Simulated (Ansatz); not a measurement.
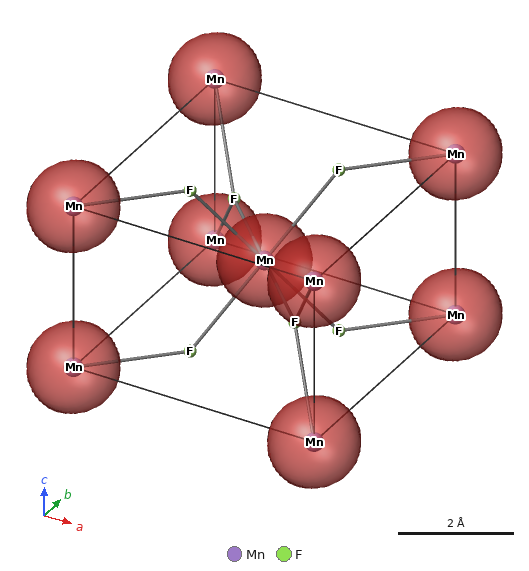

Figure. MnF2. Isosurface of the spin density (up minus down) at +0.4 e/Å³ (red), seen at an oblique angle. Sticks mark near contacts.

Space group P4₂/mnm; computed pressure about 4 GPa in this cell; spin-polarised.

Method: DFT, PBE, PAW, plane waves, scalar-relativistic in Ansatz 0.2.0.

In a PAW calculation such maps are meaningful between the atoms, not at the nuclei.

```cif
data_structure
_symmetry_space_group_name_H-M 'P 1'
_symmetry_Int_Tables_number 1
_cell_length_a 4.8738
_cell_length_b 4.8738
_cell_length_c 3.3107
_cell_angle_alpha 90.000
_cell_angle_beta 90.000
_cell_angle_gamma 90.000
_cell_volume 78.64
loop_
_atom_site_label
_atom_site_type_symbol
_atom_site_fract_x
_atom_site_fract_y
_atom_site_fract_z
_atom_site_occupancy
Mn1 Mn 0.00000 0.00000 0.00000 1
Mn2 Mn 0.50000 0.50000 0.50000 1
F1 F 0.30530 0.30530 0.00000 1
F2 F 0.19470 0.80530 0.50000 1
F3 F 0.69470 0.69470 0.00000 1
F4 F 0.80530 0.19470 0.50000 1
```

Q: Describe the spin distribution.

A: The spin density sits on Mn: +4.2 μB (×2) in one cell of 6 atoms, with smaller moments on other sites: F (up to +0.10 μB): parallel main moments (a ferromagnetic arrangement) in this solution. The cell of the calculation (6 atoms) carries 10.0 μB of net spin moment.
